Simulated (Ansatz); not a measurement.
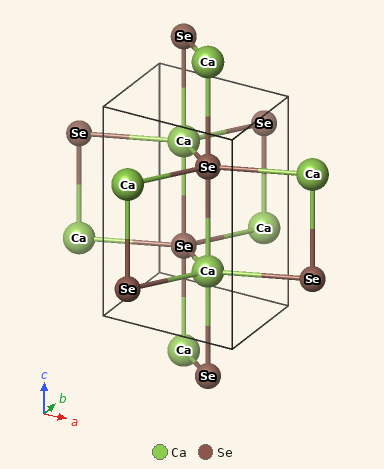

Drawn in the ball-and-stick manner and seen slightly off an axis. One conventional unit cell is outlined, and atoms on its boundary appear in each equivalent place. The bonded neighbours beyond the faces are included.

CaSe, space group P6_3/mmc (No. 194), a = 5.131 Å, b = 5.131 Å, c = 5.833 Å, α = 90.00°, β = 90.00°, γ = 120.00°. The structure comes from a structure type filled with these elements by a generator (whether the compound takes this form wasn't checked). The cell was then strained or its atoms displaced on purpose. A calculation with Ansatz used it as input.

This one geometry was computed with Ansatz (DFT, plane waves, PAW) at three levels of theory: r2SCAN, HSE06 and PBE. It was relaxed with r2SCAN and then strained.

Question: How does the band gap change with the level of theory?

Answer: PBE: a gap of 2.47 eV, direct; r2SCAN: a gap of 2.93 eV, direct; HSE06: a gap of 3.31 eV, direct.

Question: Collect the results in a table.

Answer:
| level | cutoff (eV) | k-mesh of the run's cell | gap (eV) | pressure (GPa) |
| --- | --- | --- | --- | --- |
| r2SCAN | 500 | 6×6×4 | 2.93 | -1.3 |
| HSE06 | 420 | 6×6×4 | 3.31 | -1.1 |
| PBE | 420 | 6×6×4 | 2.47 | -0.8 |

Gaps are taken on the k-mesh or band path of each run.
